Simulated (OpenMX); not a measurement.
# Ti: 7 runs along one coordinate

System: Ti (P6₃/mmc, 2 atoms in the cell).
Method: Kohn-Sham DFT of a periodic cell, PBE, OpenMX 2013 PBE set, no spin polarisation (OpenMX 3.8.5).

The 7 runs differ only in the geometry, by an even scaling of the cell at fixed fractional positions. The structure derives from an entry of the Crystallography Open Database.

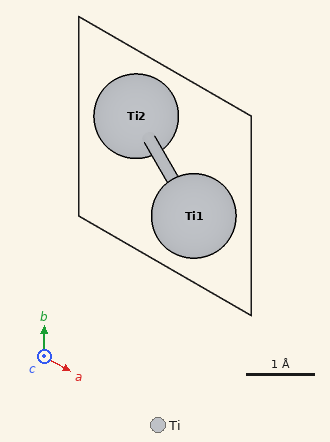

Figure 1. The structure of run 4 (ball-and-stick view of the cell of the calculation, along the c axis; atoms are numbered from 1 in the order of the input). An atom can appear more than once, as a periodic image.

### Input of run 4
```
System.CurrrentDirectory             ./
System.Name                          Ti
DATA.PATH                            ./DFT_DATA13
level.of.stdout                      1
level.of.fileout                     0
Species.Number                       1
<Definition.of.Atomic.Species
  Ti  Ti7.0-s2p2d1           Ti_PBE13
Definition.of.Atomic.Species>

Atoms.Number                         2
Atoms.SpeciesAndCoordinates.Unit     FRAC
<Atoms.SpeciesAndCoordinates
    1  Ti    0.6666666667    0.3333333333    0.7500000000   6.000  6.000
    2  Ti    0.3333333333    0.6666666667    0.2500000000   6.000  6.000
Atoms.SpeciesAndCoordinates>

Atoms.UnitVectors.Unit               Ang
<Atoms.UnitVectors
     2.9500000000    0.0000000000    0.0000000000
    -1.4750000000    2.5547749412    0.0000000000
     0.0000000000    0.0000000000    4.6800000000
Atoms.UnitVectors>

scf.XcType                           GGA-PBE
scf.SpinPolarization                 off
scf.ElectronicTemperature            580.226
scf.energycutoff                     400.0
scf.maxIter                          100
scf.EigenvalueSolver                 band
scf.Kgrid                            11 11 7
scf.Mixing.Type                      rmm-diisk
scf.Init.Mixing.Weight               0.05
scf.Min.Mixing.Weight                0.001
scf.Max.Mixing.Weight                0.3
scf.Mixing.History                   25
scf.Mixing.StartPulay                8
scf.criterion                        1.0e-8
scf.stress.tensor                    on
MD.Type                              nomd
Band.dispersion                      on
Band.Nkpath                          9
<Band.kpath
    8   0.000000  0.000000  0.000000    0.500000  0.000000  0.000000  G M
    5   0.500000  0.000000  0.000000    0.333333  0.333333  0.000000  M K
   10   0.333333  0.333333  0.000000    0.000000  0.000000  0.000000  K G
    5   0.000000  0.000000  0.000000    0.000000  0.000000  0.500000  G A
    8   0.000000  0.000000  0.500000    0.500000  0.000000  0.500000  A L
    5   0.500000  0.000000  0.500000    0.333333  0.333333  0.500000  L H
   10   0.333333  0.333333  0.500000    0.000000  0.000000  0.500000  H A
    5   0.500000  0.000000  0.500000    0.500000  0.000000  0.000000  L M
    5   0.333333  0.333333  0.000000    0.333333  0.333333  0.500000  K H
Band.kpath>
```

Command:
```bash
openmx Ti.dat -nt 1 > Ti.std
```

Run 2 has the same physical settings and fractional positions; its lattice vectors (Å) are:
```
   2.910130    0.000000    0.000000
  -1.455065    2.520247    0.000000
   0.000000    0.000000    4.616749
```

### Results, with one run withheld

| run | volume per atom (Å³) | free energy per atom, from the lowest run given (meV) |
| --- | --- | --- |
| 1 | 16.577 | 1.36 |
| 2 | 16.930 | ? |
| 3 | 17.283 | 0.00 |
| 4 | 17.636 | 8.15 |
| 5 | 17.988 | 21.45 |
| 6 | 18.341 | 39.43 |
| 7 | 18.694 | 61.53 |

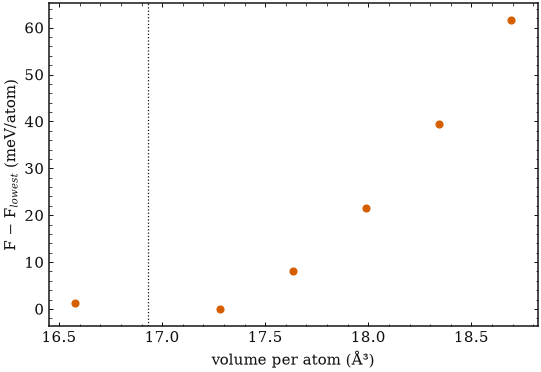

Figure 2. Free energy per atom of the runs given; the dotted line marks run 2.

Estimate the energy of run 2 from the others.

A cubic polynomial in V^(−2/3) (the Birch–Murnaghan form), fitted to the 6 runs given, misses them by at most 0.02 meV per atom. With x = V^(−2/3) − 0.14707 Å⁻², it reads F = 11.247 − 6250.1 x + 7.0881e+05 x² + 90711 x³ (meV per atom). At run 2 it gives −2.50 meV per atom, and the run itself gives −2.49. The fit has its minimum at 16.962 Å³ per atom, where V d²F/dV² gives 137 GPa. Cell shape and fractional positions are held, so this is the stiffness under even scaling; the relaxed bulk modulus wasn't computed.

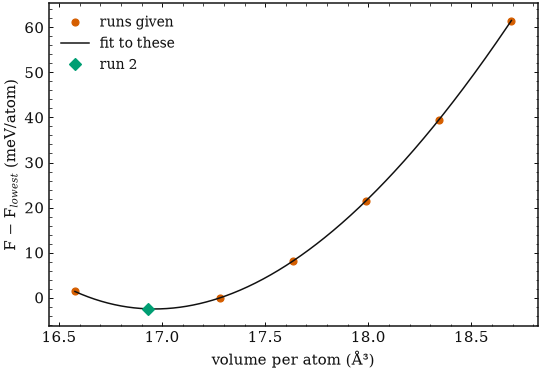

Figure 3. The fit and the withheld run.

### Some lines of the output (run 2)
```
[...]
  Cell_Volume =    228.501080003901 (Bohr^3)
        Total energy (Hartree) at MD = 1
   kloop=0
   kloop=1
   kloop=423
```

Notes: With a small basis of atomic orbitals these values can differ much from converged plane-wave results.
